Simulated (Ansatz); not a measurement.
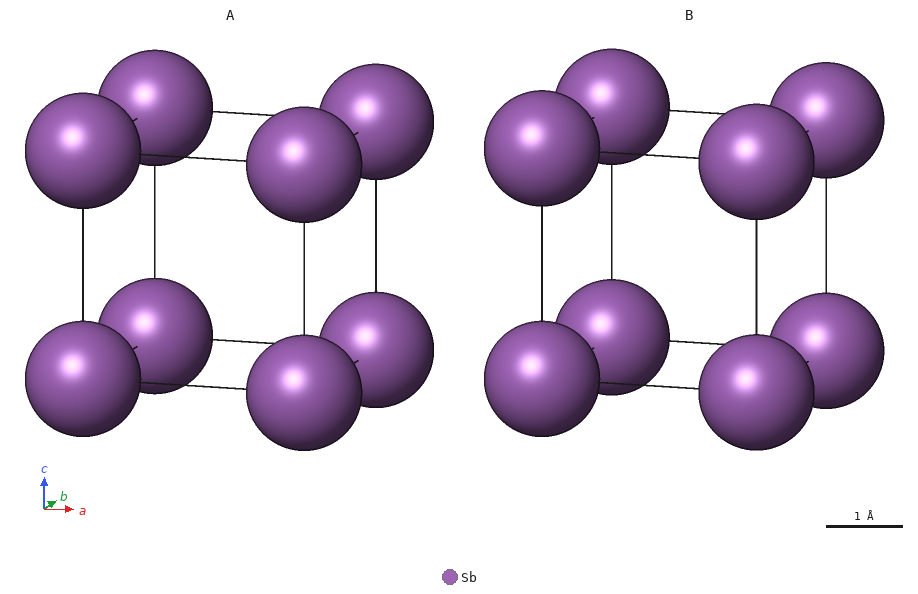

Two geometries of a crystal of Sb (set up in Pm-3m): one is the relaxed structure, the other was perturbed away from it. Style: spheres-only. Shown: the cell of the calculation, slightly off an axis.

Theory: DFT PBEsol, scalar-relativistic, plane waves, PAW in Ansatz. Set-up: plane-wave cutoff 420 eV; k-point mesh 18 × 18 × 18; occupations gaussian; smearing width 0.1 eV; no spin polarisation.

> Which one is perturbed?

Structure B is the perturbed one. Biaxial strain in the a–b plane, −3.0 %, is applied. The c axis and the atoms are relaxed. The volume changes by −4.9 %, with a = b 3.062 → 2.970 Å (−3.0 %), c 3.062 → 3.094 Å (+1.1 %). No atom moves by more than 0.005 Å relative to the cell. Among the bonded contacts that change: Sb–Sb 3.062 → 2.970 to 3.094 Å. The space group (tolerance 0.01 Å) goes from Pm-3m (No. 221) to P4/mmm (No. 123). It costs 27.2 meV per atom. The pressure goes from 0.0 to 3.7 GPa. The principal stresses (compression positive) are 0.0 GPa along c and 5.5 GPa across it.
